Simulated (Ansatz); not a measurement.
## Two runs on Cu

System: Cu (P6₃/mmc, 2 atoms in the cell).
Method of run A: DFT, PBE, plane waves, PAW, no spin polarisation (Ansatz 0.2.0).

The structure is a generated one, with these elements put on the sites of a known structure type; it need not be a known phase. Text and figures count atoms from 1; the logs count them from 0 in places.

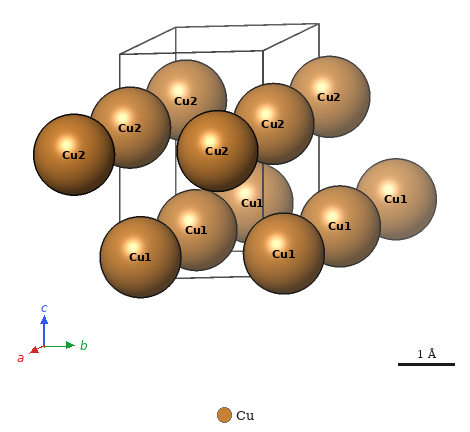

Fig. 1: The structure as given in the input (spheres-only view of the cell of the calculation, repeated 3 × 2 × 1, seen slightly off an axis; atoms are numbered from 1 in the order of the input).

The input, run A:
```yaml
crystal:
  lattice:
    - [2.616873, 0.0, 0.0]
    - [-1.308437, 2.266282, 0.0]
    - [0.0, 0.0, 4.169643]
  atoms:
    - { symbol: Cu, position: [0.33333, 0.66667, 0.25] }
    - { symbol: Cu, position: [0.66666, 0.33333, 0.75] }
  symmetry: { tolerance: 0.0003 }
kpoints:
  mp_grid: { grid: [8, 8, 4], shift: [0.5, 0.5, 0.5] }
magnetization:
  spin_polarized: false
scf:
  occupations: { method: fermi_dirac }
hamiltonian:
  pseudopotentials: { kind: paw }
  xc: pbe
basis:
  ecutwfc: 420
output:
  forces: true
  stress: true
  eigenvalues: true
```

Launched with:
```bash
ansatz run input.yaml --threads 1 --pin off --max-ram 2560MiB --backend cpu --events-out ev --progress --plain --runs-dir out
```

Hardware: 1 thread of an x86-64 CPU, shared host.

Output, shortened to warnings, some set-up lines, iterations and results (run A):
```
Warning: the atoms were moved onto the symmetric positions of the space group found under crystal.symmetry.tolerance 3.0e-4 (fractional; no operation is sought that the atoms, as they stand in a round, miss by more than twice it, and no atom is moved by as much as it), and the run uses the moved positions. Before a round's move an operation carried an atom to 1.31e-5 Å from where it should land, …
Warning: crystal.symmetry: narrowed to the stabiliser of the k-point mesh — unitary ops 24 → 8; excluded 16 operations that carry a point of the 8×8×4 mesh (shift [0.5, 0.5, 0.5]) off the mesh (the run samples exactly the mesh kpoints.mp_grid names, as under crystal.symmetry.detect: false, and its converged state has the mesh's symmetry, not the crystal's; ε∞, the Born charges and the force …
Basis set: ecut = 420 eV, 487 PW (Γ), exchange–correlation on 36×36×60 points (8 copies of the dense FFT grid, shifted against one another)
Symmetry: 8 space group operations
k-points: 40 of 256
Initial density: superposition of atomic densities (neutral atoms: chi_scale 0, normalization atom), corrected by the library's trained network
[...]
SCF iter   1: F=—  HF=-13250.337596 eV  |F-HF|=—  |Δ(HF+E_count)|=         —  Δρ=1.48e-3  dr2=1.72e-4  ethr=1.77e-3  ⟨swp⟩=4.6  Hψ=3353  notcnv=0
SCF iter   2: F=—  HF=-13250.337911 eV  |F-HF|=—  |Δ(HF+E_count)|=   3.15e-4  Δρ=9.37e-4  dr2=9.04e-5  ethr=4.53e-7  ⟨swp⟩=2.9  Hψ=2213  notcnv=0
SCF iter   3: F=—  HF=-13250.337962 eV  |F-HF|=—  |Δ(HF+E_count)|=   5.18e-5  Δρ=4.14e-4  dr2=2.04e-5  ethr=2.38e-7  ⟨swp⟩=2.0  Hψ=1363  notcnv=0
SCF iter   4: F=—  HF=-13250.337958 eV  |F-HF|=—  |Δ(HF+E_count)|=   4.14e-6  Δρ=4.27e-5  dr2=2.20e-7  ethr=5.38e-8  ⟨swp⟩=2.0  Hψ=1335  notcnv=0
SCF iter   5: F=-13250.337958 eV  HF=-13250.337958 eV  |F-HF|=6.40e-9  |Δ(HF+E_count)|=   9.99e-8  Δρ=1.07e-5  dr2=1.00e-8  ethr=5.79e-10  ⟨swp⟩=2.8  Hψ=1512  notcnv=0
SCF iter   6: F=-13250.337958 eV  HF=-13250.337958 eV  |F-HF|=8.55e-11  |Δ(HF+E_count)|=   7.91e-9  Δρ=9.21e-7  dr2=6.87e-11  ethr=2.63e-11  ⟨swp⟩=2.5  Hψ=2943  notcnv=0
SCF 1 converged in 6 iterations: F = -13250.337958 eV  dr2 = 6.87e-11
SCF converged after 6 iterations
Free energy (F): -13250.337958 eV
Harris-Foulkes:  -13250.337958 eV  (|F-HF|=8.55e-11)
Internal energy: -13250.319450 eV  (E = F + TS)
E sigma→0 (E₀):  -13250.328704 eV
Entropy (-TS):   -0.018509 eV (-9.254 meV/atom)
Fermi energy:    15.808764 eV
--- Per-component energies (eV) ---
  E_band       = -750.425845
  E_kinetic    = 598.833614
  E_local      = -8271.118785  (includes V_loc(G=0)·N_el)
  E_nonlocal   = 780.877760
  E_hartree    = 3638.589756
  E_xc         = -178.364349
  E_vxc        = -230.119819  (∫ρ·V_xc dr)
  E_paw        = -3327.030628  (= ΣΔE_a)
  E_vpaw       = -906.079218  (= ΣTr[D̂ρ^β])
  E_aug_tail   = 0.000534  (compensation charges beyond the density's cutoff)
  E_ewald      = -6492.107352
  E_smearing   = -0.018509  (= −TS)
  E_closure    = -0.000000  (closes the sum)
  Σ components = -13250.337958   (vs F -13250.337958, Δ=0.00e0)
--- Forces (eV/Å), atoms counted from 1 ---
  atom   1  Cu     0.01991084    -0.01149553     0.00000000
  atom   2  Cu    -0.01991084     0.01149553     0.00000000
  max |Σ_I F_I| component: 0.00e0 eV/Å
--- Stress (GPa, compression-positive) ---
       -6.342438       0.998585       0.000000
        0.998585      -5.189371       0.000000
        0.000000       0.000000      -0.856249
  P = ⅓ Tr σ = -4.1294 GPa (-41.294 kbar)
```

The input of run B differs as follows (lines with − go, lines with + come):
```diff
-  occupations: { method: fermi_dirac }
+  occupations: { method: fermi_dirac, width: 0.3 }
```

Predict how the results change.

The energy of run B (smearing taken to zero) is 8.0 meV per atom higher, which measures how much it depends on this numerical setting. The pressure goes from −4.13 to −3.71 GPa. The number of SCF iterations is the same.

Output, shortened to warnings, some set-up lines, iterations and results (run B):
```
Warning: the atoms were moved onto the symmetric positions of the space group found under crystal.symmetry.tolerance 3.0e-4 (fractional; no operation is sought that the atoms, as they stand in a round, miss by more than twice it, and no atom is moved by as much as it), and the run uses the moved positions. Before a round's move an operation carried an atom to 1.31e-5 Å from where it should land, …
Warning: crystal.symmetry: narrowed to the stabiliser of the k-point mesh — unitary ops 24 → 8; excluded 16 operations that carry a point of the 8×8×4 mesh (shift [0.5, 0.5, 0.5]) off the mesh (the run samples exactly the mesh kpoints.mp_grid names, as under crystal.symmetry.detect: false, and its converged state has the mesh's symmetry, not the crystal's; ε∞, the Born charges and the force …
Basis set: ecut = 420 eV, 487 PW (Γ), exchange–correlation on 36×36×60 points (8 copies of the dense FFT grid, shifted against one another)
Symmetry: 8 space group operations
k-points: 40 of 256
Initial density: superposition of atomic densities (neutral atoms: chi_scale 0, normalization atom), corrected by the library's trained network
[...]
SCF iter   1: F=—  HF=-13250.419608 eV  |F-HF|=—  |Δ(HF+E_count)|=         —  Δρ=3.75e-3  dr2=1.91e-3  ethr=1.77e-3  ⟨swp⟩=4.1  Hψ=3388  notcnv=0
SCF iter   2: F=—  HF=-13250.419679 eV  |F-HF|=—  |Δ(HF+E_count)|=   7.11e-5  Δρ=1.49e-3  dr2=3.13e-4  ethr=5.03e-6  ⟨swp⟩=2.0  Hψ=1729  notcnv=0
SCF iter   3: F=—  HF=-13250.419687 eV  |F-HF|=—  |Δ(HF+E_count)|=   8.31e-6  Δρ=4.53e-4  dr2=2.91e-5  ethr=8.24e-7  ⟨swp⟩=1.0  Hψ=960  notcnv=0
SCF iter   4: F=—  HF=-13250.419680 eV  |F-HF|=—  |Δ(HF+E_count)|=   7.68e-6  Δρ=2.89e-5  dr2=5.94e-8  ethr=7.65e-8  ⟨swp⟩=2.3  Hψ=1428  notcnv=0
SCF iter   5: F=-13250.419680 eV  HF=-13250.419680 eV  |F-HF|=1.50e-9  |Δ(HF+E_count)|=   3.20e-7  Δρ=3.80e-6  dr2=1.10e-9  ethr=1.56e-10  ⟨swp⟩=2.0  Hψ=1745  notcnv=0
SCF iter   6: F=-13250.419680 eV  HF=-13250.419680 eV  |F-HF|=4.18e-11  |Δ(HF+E_count)|=   2.21e-9  Δρ=7.14e-7  dr2=2.95e-11  ethr=2.89e-12  ⟨swp⟩=1.6  Hψ=3007  notcnv=0
SCF 1 converged in 6 iterations: F = -13250.419680 eV  dr2 = 2.95e-11
SCF converged after 6 iterations
Free energy (F): -13250.419680 eV
Harris-Foulkes:  -13250.419680 eV  (|F-HF|=4.18e-11)
Internal energy: -13250.205820 eV  (E = F + TS)
E sigma→0 (E₀):  -13250.312750 eV
Entropy (-TS):   -0.213860 eV (-106.930 meV/atom)
Fermi energy:    15.850414 eV
--- Per-component energies (eV) ---
  E_band       = -751.374497
  E_kinetic    = 598.667043
  E_local      = -8269.120003  (includes V_loc(G=0)·N_el)
  E_nonlocal   = 780.154063
  E_hartree    = 3636.915315
  E_xc         = -178.403380
  E_vxc        = -230.172163  (∫ρ·V_xc dr)
  E_paw        = -3326.312039  (= ΣΔE_a)
  E_vpaw       = -904.734638  (= ΣTr[D̂ρ^β])
  E_aug_tail   = 0.000533  (compensation charges beyond the density's cutoff)
  E_ewald      = -6492.107352
  E_smearing   = -0.213860  (= −TS)
  E_closure    = -0.000000  (closes the sum)
  Σ components = -13250.419680   (vs F -13250.419680, Δ=0.00e0)
--- Forces (eV/Å), atoms counted from 1 ---
  atom   1  Cu     0.00519023    -0.00299658     0.00000000
  atom   2  Cu    -0.00519023     0.00299658     0.00000000
  max |Σ_I F_I| component: 1.73e-18 eV/Å
--- Stress (GPa, compression-positive) ---
       -5.725559       0.728924       0.000000
        0.728924      -4.883869       0.000000
        0.000000       0.000000      -0.515083
  P = ⅓ Tr σ = -3.7082 GPa (-37.082 kbar)
```

The two runs side by side:

| quantity | run A | run B |
| --- | --- | --- |
| outcome | converged | converged |
| free energy per atom (eV) | −6625.1690 | −6625.2098 |
| energy per atom, smearing taken to zero (eV) | −6625.1644 | −6625.1564 |
| pressure (GPa) | −4.13 | −3.71 |
| largest force (eV/Å) | 0.023 | 0.006 |
| SCF iterations | 6 | 6 |
| irreducible k-points | 40 | 40 |
| plane waves at Γ | 487 | 487 |
| wall time (shared host) | 0.87 s | 0.78 s |

For both runs: Warnings: the structure was made exactly symmetric; the k-point mesh lowers the symmetry that the run can use. For run B: These settings are looser than, or depart from, a standard set-up, so the numbers are not reference values for this system.
